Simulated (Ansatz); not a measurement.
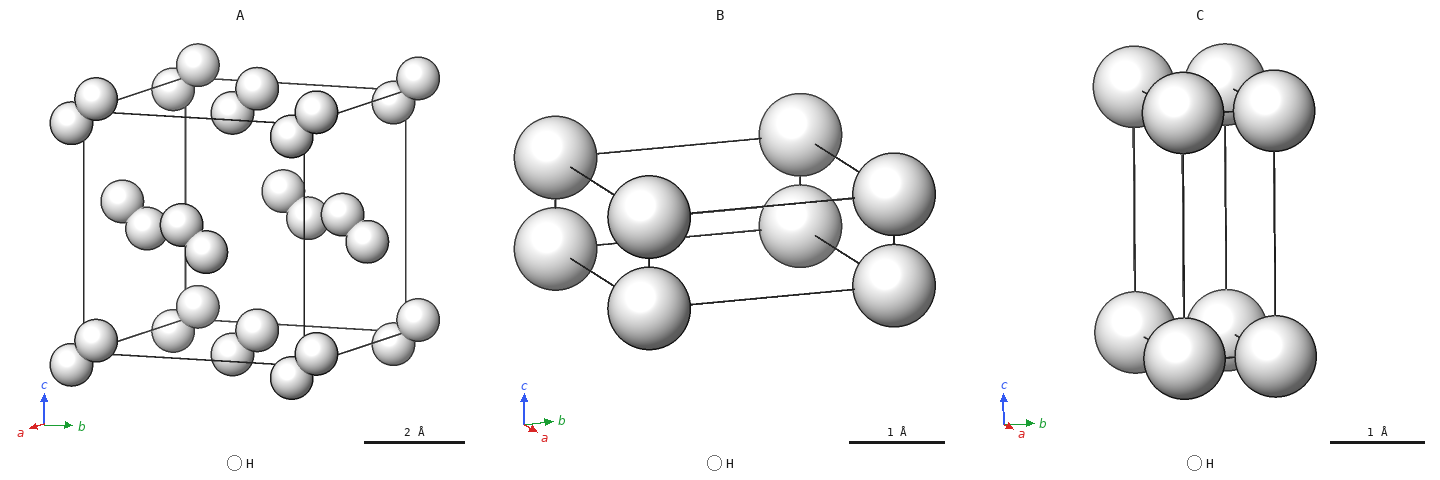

Three structures of H, each relaxed to rest (conventional cells in solid outline, small ones repeated, each panel with its own scale). Method: DFT PBE, scalar-relativistic, plane waves, PAW in Ansatz, without spin polarisation.

### Name the structure in each panel.

A: 8 atoms a cell on a base-centred orthorhombic lattice, Cmce; B: 1 atom a cell on a primitive tetragonal lattice, P4/mmm; C: 1 atom a cell on a primitive monoclinic lattice, P2/m.

### Rank them by energy, lowest first.

A, then B (+379 meV/atom) and C (+392 meV/atom), energies at zero smearing.

### Collect the results in a table.

| panel | structure | E − E(lowest) (meV/atom) | volume (Å³/atom) | gap (eV) |
| --- | --- | --- | --- | --- |
| A | Cmce | 0 | 15.5 | 9.46 |
| B | P4/mmm | 379 | 7.6 | metal |
| C | P2/m | 392 | 6.6 | metal |

Some of these may be structure types tried for this composition rather than known phases, and the most stable form need not be among them. Gaps are taken on the k-mesh or band path of each run.
